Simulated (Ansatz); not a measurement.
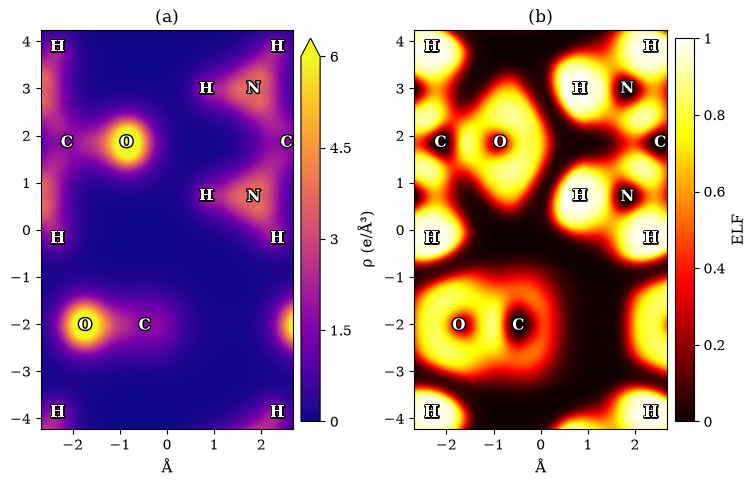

*H4CN2O. (a) valence pseudo-density; (b) electron localisation function on the (11̄0) plane of the conventional cell.*

Space group P-42₁m.

Computed with Ansatz, DFT r2SCAN+D3(BJ), scalar-relativistic, plane waves, PAW.

In a PAW calculation such maps are meaningful between the atoms, not at the nuclei.

Input

```
crystal:
  lattice:
    - [5.4832716849, 0.0, 0.0]
    - [0.0, 5.4832716849, 0.0]
    - [0.0, 0.0, 4.6582777767]
  atoms:
    - { symbol: H, position: [0.2619609645, 0.7619609645, 0.2794558543] }
    - { symbol: H, position: [0.7619609645, 0.7380390355, 0.7205441457] }
    - { symbol: H, position: [0.7380390355, 0.2380390355, 0.2794558543] }
    - { symbol: H, position: [0.2380390355, 0.2619609645, 0.7205441457] }
    - { symbol: H, position: [0.1463552379, 0.6463552379, 0.9566646221] }
    - { symbol: H, position: [0.6463552379, 0.8536447621, 0.0433353779] }
    - { symbol: H, position: [0.8536447621, 0.3536447621, 0.9566646221] }
    - { symbol: H, position: [0.3536447621, 0.1463552379, 0.0433353779] }
    - { symbol: C, position: [0.0, 0.5, 0.3229581268] }
    - { symbol: C, position: [0.5, 0.0, 0.6770418732] }
    - { symbol: "N", position: [0.1479064604, 0.6479064604, 0.1736223937] }
    - { symbol: "N", position: [0.6479064604, 0.8520935396, 0.8263776063] }
    - { symbol: "N", position: [0.8520935396, 0.3520935396, 0.1736223937] }
    - { symbol: "N", position: [0.3520935396, 0.1479064604, 0.8263776063] }
    - { symbol: O, position: [0.0, 0.5, 0.594160407] }
    - { symbol: O, position: [0.5, 0.0, 0.405839593] }
basis:
  ecutwfc: 500
kpoints:
  mp_grid: { grid: [4, 4, 6] }
  band_path:
    path:
      - [[0.0, 0.0, 0.0], [0.0, 0.5, 0.0], [0.5, 0.5, 0.0], [0.0, 0.0, 0.0], [0.0, 0.0, 0.5], [0.0, 0.5, 0.5], [0.5, 0.5, 0.5], [0.0, 0.0, 0.5]]
      - [[0.0, 0.5, 0.0], [0.0, 0.5, 0.5]]
      - [[0.5, 0.5, 0.0], [0.5, 0.5, 0.5]]
    npoints: 10
hamiltonian:
  xc: r2scan
  dispersion: d3bj
scf:
  occupations: { method: gaussian, width: 0.02 }
  n_extra_bands: 40
output:
  forces: true
  stress: true
  eigenvalues: true
  populations: true
  dos: { projected: true, de: 0.02, nscf_kmesh: { grid: [6, 6, 9] } }
  bader: false
  write_density: true
  write_potential: true
  elf: true
  volumetric_format: npy
```

Command:

```sh
ansatz run input.yaml --threads 8 --pin off --max-ram 22528MiB --backend cpu --events-out ev --progress --plain --runs-dir out
```

Below, planes, directions and counts refer to the conventional cell (a = 5.48 Å, b = 5.48 Å, c = 4.66 Å, α = 90.00°, β = 90.00°, γ = 90.00°).

Read the bonding off the picture.

The plane passes through H, C, N and O nuclei. N–H (1.01 Å): ρ is about 3 e/Å³ halfway; the ELF climbs to about 1 towards the hydrogen, as it does in any bond to H; a covalent bond by its length. C–O (1.26 Å): the density is about 3 e/Å³ at the midpoint; the ELF peaks at about 0.90 between the atoms (inside overlapping PAW spheres, so only a guide); a short, strongly polar bond. C–N (1.34 Å): ρ is about 2.5 e/Å³ halfway; the ELF peaks at about 0.90 between the atoms; localised, covalent bonding. Between the atoms the lowest density in this plane is 0.01 e/Å³. The ELF also peaks beside O, away from the bonds: lone-pair regions.

Metal or insulator at this level of theory?

It is gapped, with a Kohn–Sham gap of 5.6 eV on the k-point mesh (the band edges may lie off the mesh, which would make the gap smaller).
